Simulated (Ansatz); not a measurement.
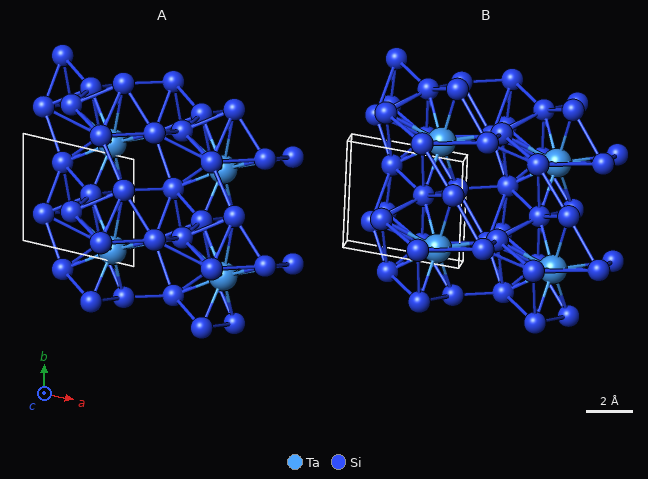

Two geometries of crystalline TaSi₆ (a generated structure, set up in P1) (coarse preliminary run), drawn at one scale. One is the start of a relaxation, the other its converged end. A ball-and-stick model of the cell of the calculation, repeated 2 × 2 × 1 with one cell outlined, seen along the c axis.

All numbers below come from DFT PBE, scalar-relativistic, plane waves, PAW (Ansatz 0.2.0). Settings: plane-wave cutoff 420 eV; k-point mesh 4 × 4 × 4; occupations gaussian; smearing width 0.1 eV; no spin polarisation; cell and atoms relaxed; force threshold 0.04 eV/Å; at most 70 steps.

Which of the two is the end point?

Structure B is the relaxed one. The atom that moves furthest relative to the cell is a Si atom (0.63 Å along [−2 −1 −2]). By element the largest moves are Si 0.63 Å, Ta 0.21 Å. The drawn cell changes as follows: a 5.123 → 5.300 Å (+3.5 %), b 5.213 → 5.277 Å (+1.2 %), c 5.290 → 5.073 Å (−4.1 %), α 116.3° → 121.6°, β 104.0° → 105.6°, γ 95.3° → 90.1°; the volume changes by −4.1 %. Some distances before and after: Si–Si 3.262 → 2.451 Å, Si–Si 2.588 → 3.385 Å, Si–Si 3.142 → 2.627 Å, Si–Si 3.284 → 2.821 Å. Bond angles that change, for instance: Ta–Si–Si 144.2° → 110.6°, Ta–Si–Si 122.8° → 153.7°, Si–Si–Si 98.1° → 78.0°. The space group stays P1 (No. 1). The energy falls by 191 meV per atom in 9 accepted moves (11 points after the start). The largest force component goes from 1.3 to 0.016 eV/Å. Pressure: 0.60 GPa at the start and 0.00 GPa at the end. The line search rejected the trial step at point 6 of the run. The SCF was repeated once at an unchanged geometry on a basis and grid sized afresh for the cell, which shifted the energy by 0.2 meV per atom at most.
